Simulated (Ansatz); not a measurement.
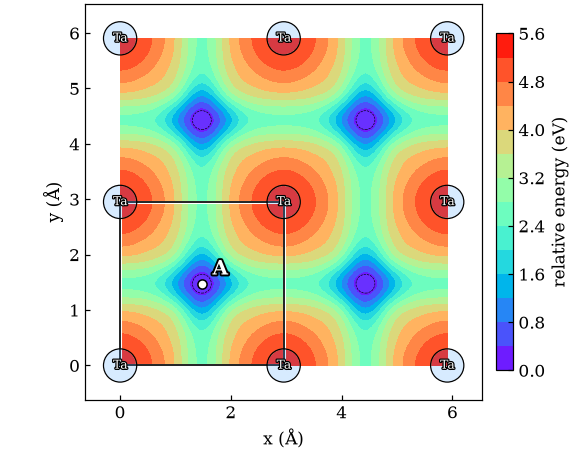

N on a Ta(100) slab cut from the Fm-3m phase, its upper half relaxed before the scan (3 atoms of substrate and one adsorbate in a 1 × 1 cell). N is moved over the surface cell; relaxed at each place: the height of the adsorbate's atoms; substrate rigid; the origin of the map has the adsorbate above Ta3. Places are given modulo a cell vector. The map is drawn in real space over the plane of the surface. Grid: 6 × 6 points; 10 points were computed and 26 follow by symmetry. Energies: eV, counted from the lowest grid point. With one adsorbate in each 1 × 1 cell, its nearest image is 3.0 Å away, so neighbouring adsorbates interact. The calculation used DFT PBEsol, scalar-relativistic, plane waves, PAW in Ansatz. Settings: cutoff 420 eV, k-mesh 9×9×1, gaussian smearing 0.1 eV, no spin polarisation.

In the figure: filled contours, labelled circles for the atoms of the top layer and small ones for the second layer, the outline of one cell of the 2 × 2 shown, the point A. Between grid points the surface is interpolated.

**Find the lowest pass out of the well at A.**

The easiest path leads from the well at a fourfold hollow over a second-layer Ta atom, (3/6, 3/6) of the cell vectors to its copy one period on. Its highest point lies about 2.7 eV above the bottom of the first well on the interpolated surface, at a bridge site between two Ta atoms, (0/6, 3/6) of the cell vectors. This is the barrier on the constrained surface; relaxing the other coordinates would change it.

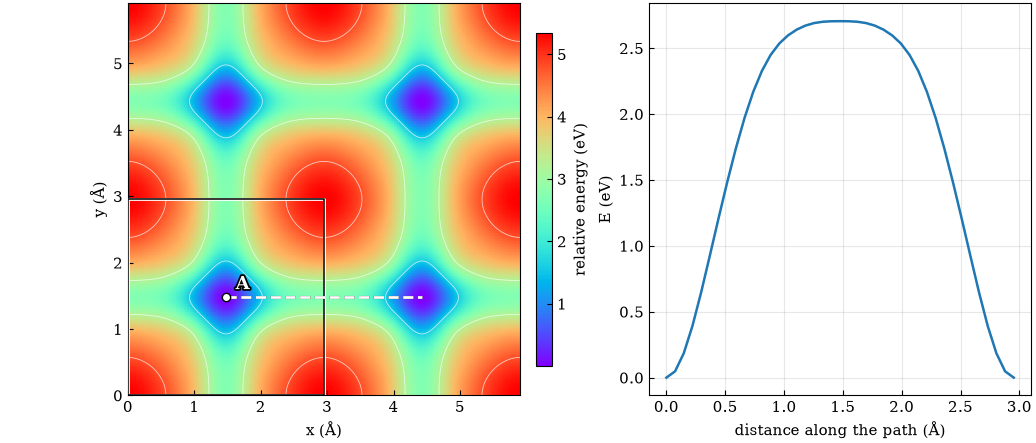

Drawn: a smooth colour map with a few white contour lines, a line along the lowest path, the outline of one cell of the 2 × 2 shown, the energy along the path at the right. Between grid points the surface is interpolated.

PAW datasets: the set soft_1.
